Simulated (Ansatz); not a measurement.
**Geometry relaxation, with input and output: Ta₂N (part 1 of 2)**

The run: geometry relaxation of Ta₂N (P-31m, 9 atoms in the cell). Method and program: DFT LDA, scalar-relativistic, plane waves, PAW, no spin polarisation (Ansatz 0.2.0).

The structure derives from a Materials Project entry.

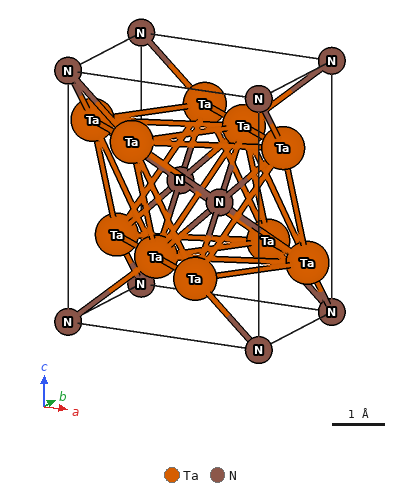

Figure 1. The input geometry (ball-and-stick view of the cell of the calculation, seen slightly off an axis). An atom can appear more than once, as a periodic image. Near neighbours in the periodic cell (some may lie outside the picture): Ta has 3 N at 2.15 to 2.16 Å and 12 Ta at 3.00 to 3.07 Å; N has 6 Ta at 2.15 to 2.16 Å.

Summary:

```json
{"quantity": "outcome", "value": "converged"}
{"quantity": "space group (tolerance 0.01 Å)", "value": "P-31m (162)"}
{"quantity": "electrons treated", "value": "93"}
{"quantity": "free energy", "value": "−59227.1746 eV"}
{"quantity": "Fermi energy", "value": "20.261 eV"}
{"quantity": "gap on the k-point mesh", "value": "none (metallic)"}
{"quantity": "pressure", "value": "−0.11 GPa"}
{"quantity": "final volume", "value": "115.65 Å³"}
{"quantity": "largest force (length of the vector) at the end", "value": "0.021 eV/Å"}
{"quantity": "final cell", "value": "a = 5.233 Å, b = 5.233 Å, c = 4.877 Å, α = 90.00°, β = 90.00°, γ = 120.00°"}
{"quantity": "hardware", "value": "2 threads of Oxide Virtual Turin-like (Zen 5), 32 GiB of memory available, shared host"}
{"quantity": "wall time", "value": "39 s (CPU time 75 s)"}
{"quantity": "peak memory", "value": "0.51 GiB"}
```

Spin–orbit coupling is left out, which matters for Ta. The cell holds an odd number of electrons but the run has no spin polarisation, so a band is left half filled.

Input file:
```yaml
crystal:
  lattice:
    - [5.2965720514, 0.0, 0.0]
    - [-2.6482860257, 4.5869659495, 0.0]
    - [0.0, 0.0, 4.9391825701]
  atoms:
    - { symbol: Ta, position: [0.66636167, 0.66636167, 0.75361826] }
    - { symbol: Ta, position: [0.0, 0.33363833, 0.75361826] }
    - { symbol: Ta, position: [0.33363833, 0.0, 0.75361826] }
    - { symbol: Ta, position: [0.33363833, 0.33363833, 0.24638174] }
    - { symbol: Ta, position: [0.0, 0.66636167, 0.24638174] }
    - { symbol: Ta, position: [0.66636167, 0.0, 0.24638174] }
    - { symbol: "N", position: [0.66666667, 0.33333333, 0.5] }
    - { symbol: "N", position: [0.33333333, 0.66666667, 0.5] }
    - { symbol: "N", position: [0.0, 0.0, 0.0] }
basis:
  ecutwfc: 420
kpoints:
  mp_grid: { grid: [6, 6, 4] }
hamiltonian:
  xc: lda
scf:
  occupations: { method: gaussian, width: 0.1 }
output:
  forces: true
  stress: true
  eigenvalues: true
relax:
  adjacent_minimum: "off"
  f_tol: 0.05
  max_steps: 80
  cell: { stress_tol: 0.5 }
```

Command:
```bash
ansatz run input.yaml --threads 2 --pin off --max-ram 6144MiB --backend cpu --events-out ev --progress --plain --runs-dir out
```

The program's output:
```
Engine: ansatz 0.2.0, x86_64-unknown-linux-gnu
Pseudopotentials: kind: paw
Pseudopotential: Ta, paw, valence charge 13, recommended cutoff 420 eV (normal), Ta.paw.azcp
Pseudopotential: N, paw, valence charge 5, recommended cutoff 420 eV (normal), N.paw.azcp
Functional definition: SPW92
  exchange = slater_x
  correlation = pw_c
Crystal: 9 atoms, lattice volume = 119.998 Å³
Basis set: ecut = 420 eV, 2351 PW (Γ)
Bands: 56, of which v1, the nominal top of the filled ones, is band 47 counted from 1 (46 counted from 0)
Symmetry: 12 space group operations
Space group: P-31m (ITA 162), of the structure as read, at distance tolerance 4.9e-5 Å
k-points: 24 of 144
Non-local potential: Ta, projectors of the file, l = 0: 3, l = 1: 2, l = 2: 2, l = 3: 1
Non-local potential: N, projectors of the file, l = 0: 2, l = 1: 2, l = 2: 1
PAW form: soft (Blöchl's): semilocal exchange-correlation on the pseudo side does not see the compensation charge
PAW frozen core: Ta, regenerated for the run's functional, and the local potential with it (the file was generated under x = pbe(κ = 0.804, μ = 0.2195149727645171), c = pbe(β = 0.06672455060314922))
PAW frozen core: N, regenerated for the run's functional, and the local potential with it (the file was generated under x = pbe(κ = 0.804, μ = 0.2195149727645171), c = pbe(β = 0.06672455060314922))
PAW one-centre angular grid: Ta, 590 points (default); XC on 64 Gauss nodes
PAW one-centre angular grid: N, 110 points (default); XC on 64 Gauss nodes
Initial density: superposition of atomic densities (neutral atoms: chi_scale 0, normalization atom), corrected by the library's trained network
Initial wavefunctions: pseudopotential atomic-orbital guess
Functional: x = slater, c = lda
SCF iter   1: F=—  HF=-59227.038717 eV  |F-HF|=—  |Δ(HF+E_count)|=         —  Δρ=9.14e-3  dr2=8.95e-2  ethr=1.77e-3  ⟨swp⟩=6.2  Hψ=5281  notcnv=0
preconditioner: auto → Kerker (q_TF=auto, 2.615 Å⁻¹)  [metal: Δε(μ)=0.017 eV  Ē_g=7.805 eV  σ=0.100 eV  W_gap=0.10  n_scr=28 (ndim 8)  ℏωp=22.7 eV  f_vac=0.000  D(μ)=2.39/eV (n_scr^D=20)]
SCF iter   2: F=—  HF=-59227.022424 eV  |F-HF|=—  |Δ(HF+E_count)|=   1.63e-2  Δρ=4.84e-3  dr2=2.51e-2  ethr=9.63e-5  ⟨swp⟩=2.0  Hψ=1900  notcnv=0
SCF iter   3: F=—  HF=-59227.017418 eV  |F-HF|=—  |Δ(HF+E_count)|=   5.01e-3  Δρ=1.93e-3  dr2=5.20e-3  ethr=2.70e-5  ⟨swp⟩=2.1  Hψ=1528  notcnv=0
SCF iter   4: F=—  HF=-59227.016034 eV  |F-HF|=—  |Δ(HF+E_count)|=   1.38e-3  Δρ=3.67e-4  dr2=2.18e-4  ethr=5.59e-6  ⟨swp⟩=2.0  Hψ=1809  notcnv=0
SCF iter   5: F=—  HF=-59227.015981 eV  |F-HF|=—  |Δ(HF+E_count)|=   5.34e-5  Δρ=8.92e-5  dr2=7.98e-6  ethr=2.34e-7  ⟨swp⟩=2.0  Hψ=1753  notcnv=0
SCF iter   6: F=—  HF=-59227.015979 eV  |F-HF|=—  |Δ(HF+E_count)|=   2.03e-6  Δρ=3.58e-5  dr2=1.54e-6  ethr=8.58e-9  ⟨swp⟩=2.0  Hψ=1819  notcnv=0
SCF iter   7: F=-59227.015978 eV  HF=-59227.015978 eV  |F-HF|=4.77e-8  |Δ(HF+E_count)|=   3.79e-7  Δρ=8.39e-6  dr2=8.14e-8  ethr=1.08e-10  ⟨swp⟩=10.2  Hψ=6358  notcnv=0
SCF 1 converged in 7 iterations: F = -59227.015978 eV  dr2 = 8.14e-8
  greatest PAW one-centre occupation: 1.000 electrons in one spin orbital (limit 2), on the Ta atom at site 3 (counted from 0), in its partial waves of l = 0
relax step   1: F+E_penalty+E_count = -59227.01597834 eV  Δ(F+E_penalty+E_count) = +0.000e0 eV  max|allowed force component| = 1.493e-1 eV/Å  Δτ_max = 0.0000 Å  P = -11.051 GPa  Ω = 119.998 Å³  (7 SCF iters, dr2 threshold 1.00e-7 eV, accepted)
Crystal: 9 atoms, lattice volume = 111.405 Å³
Basis set: ecut = 420 eV, 2159 PW (Γ)
Initial density: handed on by an earlier stage of this run
Initial wavefunctions: those handed on with the density
iter 1 solved again at ethr=1.13e-4 eV; its pass at ethr=3.10e-3 eV (dr2=1.06e-1 eV) is discarded
SCF iter   1: F=—  HF=-59227.025736 eV  |F-HF|=—  |Δ(HF+E_count)|=         —  Δρ=8.77e-3  dr2=1.07e-1  ethr=1.13e-4  ⟨swp⟩=1.4  Hψ=6981  notcnv=0
preconditioner: auto → Kerker (q_TF=auto, 2.647 Å⁻¹)  [metal: Δε(μ)=0.084 eV  Ē_g=8.298 eV  σ=0.100 eV  W_gap=0.42  n_scr=28 (ndim 8)  ℏωp=23.6 eV  f_vac=0.000  D(μ)=1.75/eV (n_scr^D=8)]
SCF iter   2: F=—  HF=-59227.006375 eV  |F-HF|=—  |Δ(HF+E_count)|=   1.94e-2  Δρ=3.17e-3  dr2=2.64e-2  ethr=1.13e-4  ⟨swp⟩=2.0  Hψ=1745  notcnv=0
SCF iter   3: F=—  HF=-59227.001519 eV  |F-HF|=—  |Δ(HF+E_count)|=   4.86e-3  Δρ=1.36e-3  dr2=5.99e-3  ethr=2.84e-5  ⟨swp⟩=2.0  Hψ=1574  notcnv=0
SCF iter   4: F=—  HF=-59226.999859 eV  |F-HF|=—  |Δ(HF+E_count)|=   1.66e-3  Δρ=2.35e-4  dr2=1.29e-4  ethr=6.44e-6  ⟨swp⟩=2.4  Hψ=1901  notcnv=0
SCF iter   5: F=—  HF=-59226.999852 eV  |F-HF|=—  |Δ(HF+E_count)|=   7.05e-6  Δρ=1.59e-4  dr2=2.40e-5  ethr=1.39e-7  ⟨swp⟩=2.0  Hψ=1890  notcnv=0
SCF iter   6: F=—  HF=-59226.999846 eV  |F-HF|=—  |Δ(HF+E_count)|=   5.71e-6  Δρ=2.93e-5  dr2=9.72e-7  ethr=2.58e-8  ⟨swp⟩=2.0  Hψ=1867  notcnv=0
SCF iter   7: F=-59226.999846 eV  HF=-59226.999846 eV  |F-HF|=2.26e-8  |Δ(HF+E_count)|=   2.55e-7  Δρ=5.98e-6  dr2=3.85e-8  ethr=9.68e-10  ⟨swp⟩=6.7  Hψ=5330  notcnv=0
SCF 2 converged in 7 iterations: F = -59226.999846 eV  dr2 = 3.85e-8
  greatest PAW one-centre occupation: 1.000 electrons in one spin orbital (limit 2), on the Ta atom at site 4 (counted from 0), in its partial waves of l = 0
relax step   2: F+E_penalty+E_count = -59226.99984588 eV  Δ(F+E_penalty+E_count) = +1.613e-2 eV  max|allowed force component| = 4.640e-1 eV/Å  Δτ_max = 0.0153 Å  P = +12.856 GPa  Ω = 111.405 Å³  energy of the carried Pulay correction = +1.914e-2 eV  (7 SCF iters, dr2 threshold 9.00e-7 eV, rejected (line search))
Crystal: 9 atoms, lattice volume = 115.826 Å³
Basis set: ecut = 420 eV, 2255 PW (Γ)
iter 1 solved again at ethr=1.24e-4 eV; its pass at ethr=3.10e-3 eV (dr2=1.15e-1 eV) is discarded
SCF iter   1: F=—  HF=-59227.208659 eV  |F-HF|=—  |Δ(HF+E_count)|=         —  Δρ=6.26e-3  dr2=1.16e-1  ethr=1.24e-4  ⟨swp⟩=1.2  Hψ=6552  notcnv=0
preconditioner: auto → Kerker (q_TF=auto, 2.630 Å⁻¹)  [metal: Δε(μ)=0.073 eV  Ē_g=8.061 eV  σ=0.100 eV  W_gap=0.37  n_scr=28 (ndim 8)  ℏωp=23.1 eV  f_vac=0.000  D(μ)=2.66/eV (n_scr^D=20)]
SCF iter   2: F=—  HF=-59227.191314 eV  |F-HF|=—  |Δ(HF+E_count)|=   1.73e-2  Δρ=3.26e-3  dr2=4.33e-2  ethr=1.24e-4  ⟨swp⟩=2.0  Hψ=1515  notcnv=0
SCF iter   3: F=—  HF=-59227.180861 eV  |F-HF|=—  |Δ(HF+E_count)|=   1.05e-2  Δρ=1.62e-3  dr2=5.89e-3  ethr=4.66e-5  ⟨swp⟩=2.0  Hψ=1691  notcnv=0
SCF iter   4: F=—  HF=-59227.179341 eV  |F-HF|=—  |Δ(HF+E_count)|=   1.52e-3  Δρ=2.84e-4  dr2=1.27e-4  ethr=6.34e-6  ⟨swp⟩=2.0  Hψ=1880  notcnv=0
SCF iter   5: F=—  HF=-59227.179320 eV  |F-HF|=—  |Δ(HF+E_count)|=   2.06e-5  Δρ=9.18e-5  dr2=1.12e-5  ethr=1.36e-7  ⟨swp⟩=2.0  Hψ=1833  notcnv=0
SCF iter   6: F=—  HF=-59227.179317 eV  |F-HF|=—  |Δ(HF+E_count)|=   3.10e-6  Δρ=3.82e-5  dr2=1.58e-6  ethr=1.20e-8  ⟨swp⟩=2.0  Hψ=1879  notcnv=0
SCF iter   7: F=—  HF=-59227.179317 eV  |F-HF|=—  |Δ(HF+E_count)|=   2.07e-7  Δρ=7.12e-6  dr2=1.00e-7  ethr=1.70e-9  ⟨swp⟩=2.0  Hψ=1869  notcnv=0
SCF iter   8: F=-59227.179317 eV  HF=-59227.179317 eV  |F-HF|=2.04e-9  |Δ(HF+E_count)|=   2.60e-8  Δρ=1.12e-6  dr2=2.79e-9  ethr=9.68e-12  ⟨swp⟩=4.5  Hψ=5866  notcnv=0
SCF 3 converged in 8 iterations: F = -59227.179317 eV  dr2 = 2.79e-9
  greatest PAW one-centre occupation: 1.000 electrons in one spin orbital (limit 2), on the Ta atom at site 5 (counted from 0), in its partial waves of l = 0
relax step   3: F+E_penalty+E_count = -59227.17931698 eV  Δ(F+E_penalty+E_count) = -1.633e-1 eV  max|allowed force component| = 7.568e-2 eV/Å  Δτ_max = 0.0098 Å  P = -0.422 GPa  Ω = 115.826 Å³  energy of the carried Pulay correction = +9.118e-3 eV  (8 SCF iters, accepted)
Crystal: 9 atoms, lattice volume = 115.650 Å³
iter 1 solved again at ethr=3.69e-6 eV; its pass at ethr=3.10e-3 eV (dr2=3.43e-3 eV) is discarded
SCF iter   1: F=—  HF=-59227.183339 eV  |F-HF|=—  |Δ(HF+E_count)|=         —  Δρ=9.67e-4  dr2=3.35e-3  ethr=3.69e-6  ⟨swp⟩=2.1  Hψ=6040  notcnv=0
preconditioner: auto → Kerker (q_TF=auto, 2.631 Å⁻¹)  [metal: Δε(μ)=0.009 eV  Ē_g=8.065 eV  σ=0.100 eV  W_gap=0.05  n_scr=28 (ndim 8)  ℏωp=23.2 eV  f_vac=0.000  D(μ)=2.41/eV (n_scr^D=20)]
SCF iter   2: F=—  HF=-59227.182844 eV  |F-HF|=—  |Δ(HF+E_count)|=   4.95e-4  Δρ=5.87e-4  dr2=1.32e-3  ethr=3.60e-6  ⟨swp⟩=1.3  Hψ=1352  notcnv=0
SCF iter   3: F=—  HF=-59227.182458 eV  |F-HF|=—  |Δ(HF+E_count)|=   3.86e-4  Δρ=2.08e-4  dr2=9.52e-5  ethr=1.42e-6  ⟨swp⟩=2.0  Hψ=1685  notcnv=0
SCF iter   4: F=—  HF=-59227.182429 eV  |F-HF|=—  |Δ(HF+E_count)|=   2.91e-5  Δρ=6.67e-5  dr2=1.17e-5  ethr=1.02e-7  ⟨swp⟩=2.0  Hψ=1884  notcnv=0
SCF iter   5: F=—  HF=-59227.182427 eV  |F-HF|=—  |Δ(HF+E_count)|=   1.57e-6  Δρ=4.08e-5  dr2=6.31e-6  ethr=1.26e-8  ⟨swp⟩=2.0  Hψ=1997  notcnv=0
SCF iter   6: F=—  HF=-59227.182426 eV  |F-HF|=—  |Δ(HF+E_count)|=   1.48e-6  Δρ=1.55e-5  dr2=9.06e-7  ethr=6.78e-9  ⟨swp⟩=2.0  Hψ=1599  notcnv=0
SCF iter   7: F=-59227.182426 eV  HF=-59227.182426 eV  |F-HF|=1.80e-8  |Δ(HF+E_count)|=   2.23e-7  Δρ=3.31e-6  dr2=2.34e-8  ethr=9.68e-10  ⟨swp⟩=6.2  Hψ=4757  notcnv=0
SCF 4 converged in 7 iterations: F = -59227.182426 eV  dr2 = 2.34e-8
relax step   4: F+E_penalty+E_count = -59227.18242565 eV  Δ(F+E_penalty+E_count) = -3.109e-3 eV  max|allowed force component| = 1.821e-2 eV/Å  Δτ_max = 0.0057 Å  P = +0.005 GPa  Ω = 115.650 Å³  energy of the carried Pulay correction = +9.510e-3 eV  (7 SCF iters, dr2 threshold 9.00e-7 eV, accepted)
Initial wavefunctions: pseudopotential atomic-orbital guess (no wavefunctions were taken with the density)
iter 1 solved again at ethr=5.79e-8 eV; its pass at ethr=3.10e-3 eV (dr2=5.38e-5 eV) is discarded
SCF iter   1: F=—  HF=-59227.174572 eV  |F-HF|=—  |Δ(HF+E_count)|=         —  Δρ=1.69e-4  dr2=5.34e-6  ethr=5.79e-8  ⟨swp⟩=4.0  Hψ=9000  notcnv=0
preconditioner: auto → Kerker (q_TF=auto, 2.631 Å⁻¹)  [metal: Δε(μ)=0.009 eV  Ē_g=8.067 eV  σ=0.100 eV  W_gap=0.05  n_scr=28 (ndim 8)  ℏωp=23.2 eV  f_vac=0.000  D(μ)=2.42/eV (n_scr^D=20)]
SCF iter   2: F=—  HF=-59227.174574 eV  |F-HF|=—  |Δ(HF+E_count)|=   1.54e-6  Δρ=8.43e-5  dr2=1.11e-6  ethr=5.74e-9  ⟨swp⟩=2.0  Hψ=1832  notcnv=0
SCF iter   3: F=—  HF=-59227.174574 eV  |F-HF|=—  |Δ(HF+E_count)|=   3.44e-7  Δρ=2.42e-5  dr2=8.55e-8  ethr=1.19e-9  ⟨swp⟩=1.0  Hψ=1345  notcnv=0
SCF iter   4: F=-59227.174574 eV  HF=-59227.174574 eV  |F-HF|=1.20e-9  |Δ(HF+E_count)|=   2.94e-8  Δρ=9.77e-7  dr2=1.44e-9  ethr=9.68e-12  ⟨swp⟩=6.2  Hψ=5304  notcnv=0
SCF 5 converged in 4 iterations: F = -59227.174574 eV  dr2 = 1.44e-9
relax step   5: F+E_penalty+E_count = -59227.17457419 eV  Δ(F+E_penalty+E_count) = +7.851e-3 eV  max|allowed force component| = 1.815e-2 eV/Å  Δτ_max = 0.0000 Å  P = -0.105 GPa  Ω = 115.650 Å³  stress off target by 1.35e-1 GPa  SCF on the basis re-selected at this cell (its energy is not comparable with the rows above)  (4 SCF iters)
```

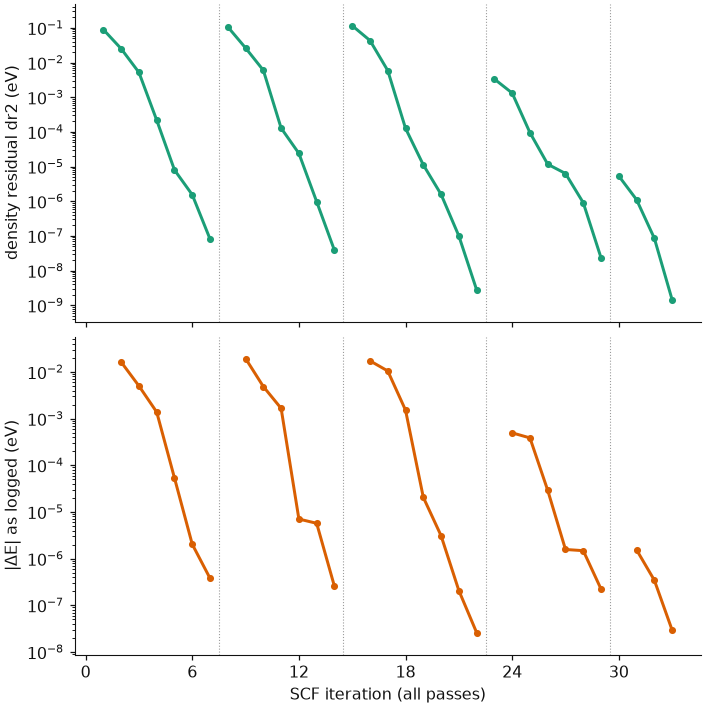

Figure 2. Convergence of the self-consistent field: density residual dr2 and size of the energy change against the SCF iteration. The dotted lines part the SCF passes of the relaxation: geometry steps, rejected trials and re-solves on a re-selected basis. The 5 passes take 4 to 8 iterations each, 33 in all.

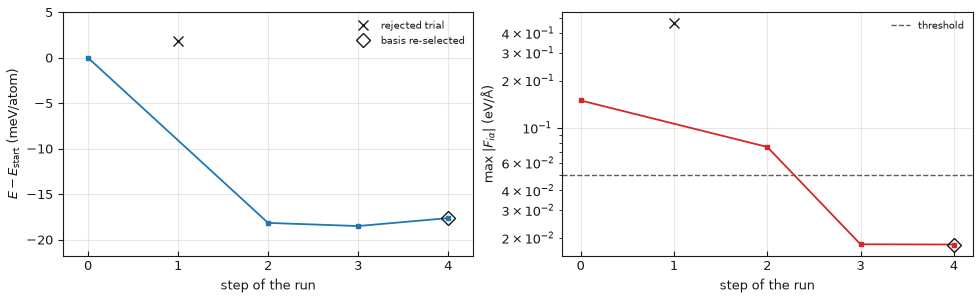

Figure 3. Progress of the relaxation, step by step (the first geometry is step 0 here and step 1 in the log).
